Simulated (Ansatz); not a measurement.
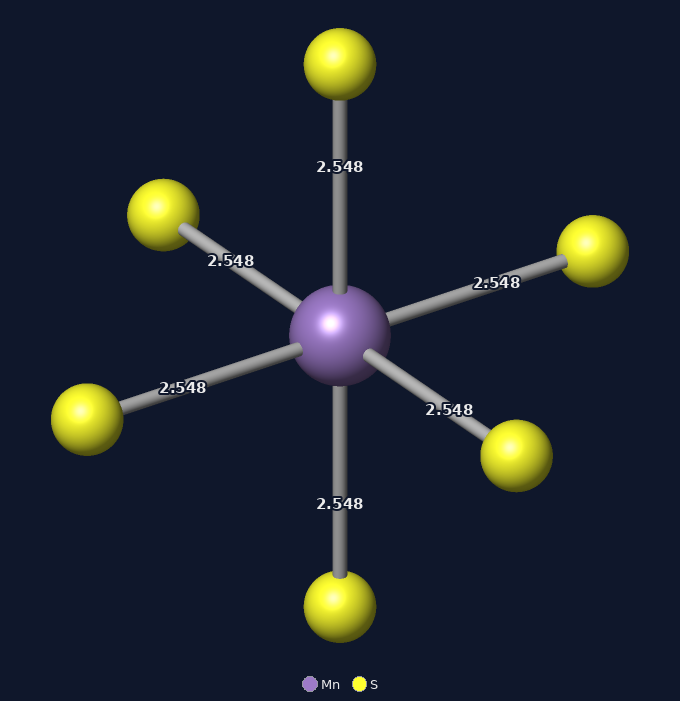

The surroundings of site Mn1 (at 0.000, 0.000, 0.000) in MnS (Fm-3m), with bond lengths in Å.

Origin of the cell: the geometry relaxed with Ansatz, DFT PBE, scalar-relativistic, plane waves, PAW.

```xyz
8
Lattice="5.0952 0.0000 0.0000 0.0000 5.0952 0.0000 0.0000 0.0000 5.0952" Properties=species:S:1:pos:R:3 pbc="T T T"
Mn    0.0000    0.0000    0.0000
S     2.5476    0.0000    0.0000
Mn    0.0000    2.5476    2.5476
S     2.5476    2.5476    2.5476
Mn    2.5476    0.0000    2.5476
S     0.0000    0.0000    2.5476
Mn    2.5476    2.5476    0.0000
S     0.0000    2.5476    0.0000
```

Bond valence s = exp((R0 − d)/b), R0 fitted to published crystal structures with b = 0.37 Å; R0 in Å: Mn2+–S 2.192.

Calculate the bond-valence sum of Mn1 from the bonds drawn.

Answer. 6 × 0.382 = 2.29 v.u., against a formal valence of 2: overbonded (bonds short for this ion) by 0.29.

And over the whole structure?

Answer.
```
site              x, y, z  formal valence  bond-valence sum  difference
 Mn1  0.000, 0.000, 0.000              +2              2.31        0.31
  S1  0.500, 0.000, 0.000              −2              2.31        0.31
```

These sums include all anions within 5 Å. The global instability index (root mean square of the differences over all atoms) is 0.31 v.u.: above 0.2, which by the usual rule of thumb marks a strained structure. Cells relaxed with PBE tend to have slightly long bonds, which lowers the sums.
